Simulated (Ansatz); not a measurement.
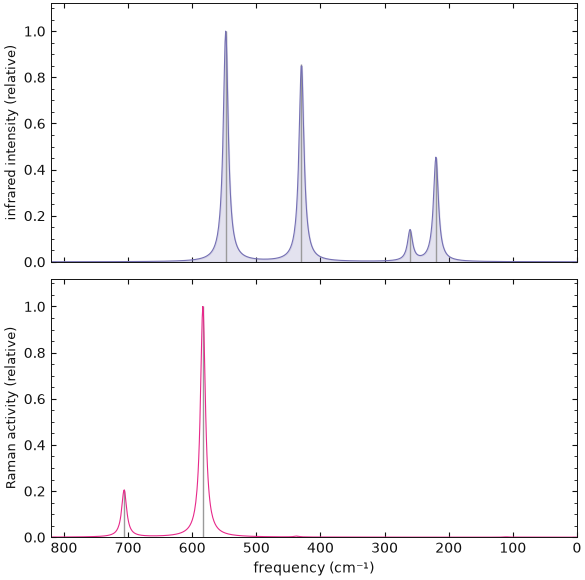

**Figure.** Infrared and Raman spectrum of the zone-centre phonons for SnO₂, space group P4_2/mnm (No. 136). Lines are broadened by Lorentzians of 9.4 cm⁻¹ full width; each panel is scaled to its strongest line. These are zero-field (TO) frequencies; inactive modes don't show.

The strongest infrared line is at 547.7 cm⁻¹, followed by 429.6 (86 % of it), 219.9 (45 % of it) and 260.3 (13 % of it). The strongest Raman line is at 583.3 cm⁻¹, followed by 706.1 (20 % of it). No mode is active in both spectra, the mutual exclusion of a crystal with an inversion centre.

Calculation (Ansatz 0.2.0): static Raman activity and infrared intensity of zone-centre phonons of an insulator with atoms at rest in the given cell, summed over the level, zero field, imaginary frequencies are negative, field response on a mesh refined by the program; plane waves with PAW datasets. Level: PBE, no spin polarisation.

wave cutoff 420 eV; k mesh 6×6×8; occupations fixed; pressure 0 GPa.

Starting cell:
```
Sn O
1.0
     4.82740    0.00000    0.00000
     0.00000    4.82740    0.00000
     0.00000    0.00000    3.23821
Sn O
2 4
Direct
  0.00000 0.00000 0.00000
  0.50000 0.50000 0.50000
  0.30657 0.30657 0.00000
  0.19343 0.80657 0.50000
  0.69343 0.69343 0.00000
  0.80657 0.19343 0.50000
```

Limits of the calculation: a crossing between the sampled k points may be missed; field response not converged on the k mesh.
